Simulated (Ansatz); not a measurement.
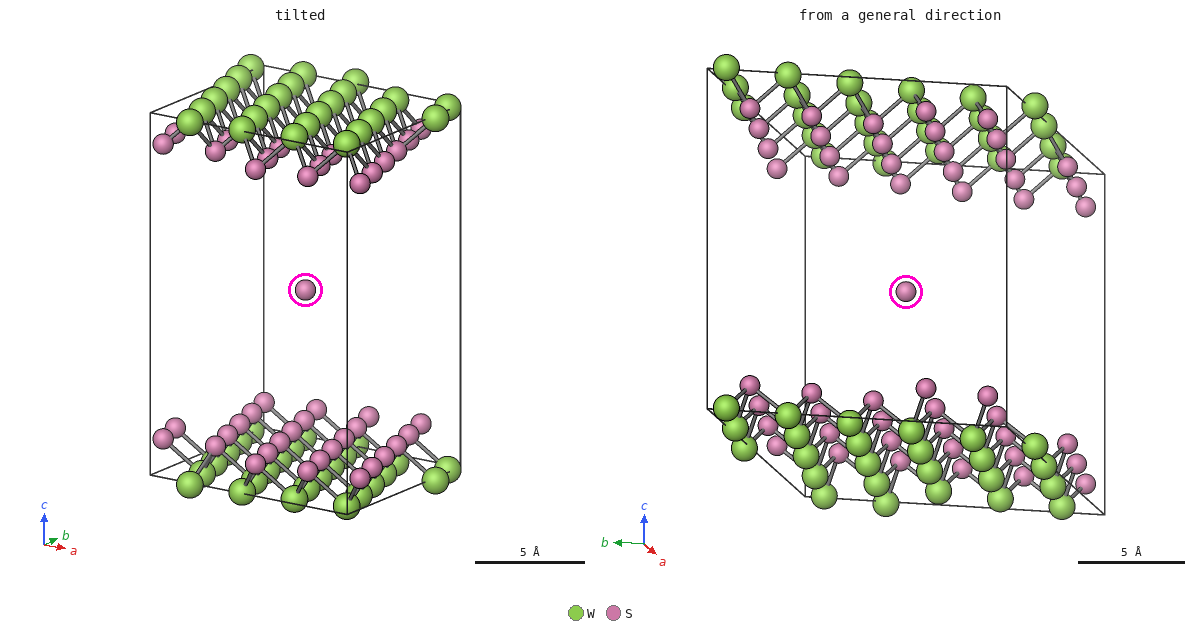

The figure gives a ball-and-stick picture of the atoms, viewed slightly off an axis and from a general direction. Atoms at the boundary of the supercell (the box) are drawn once for each face, edge or corner they touch. The host is WS2, in a cell of 63 sites, and the cell is neutral. A ring marks the defect's site.

Q: Spot the defect.

A: An interstitial sulfur atom. It is bonded to no bonds drawn. Not all metal-metal contacts are counted.

The atoms were relaxed in the host's cell with DFT PBE+D3(BJ), scalar-relativistic, plane waves, PAW (Ansatz).
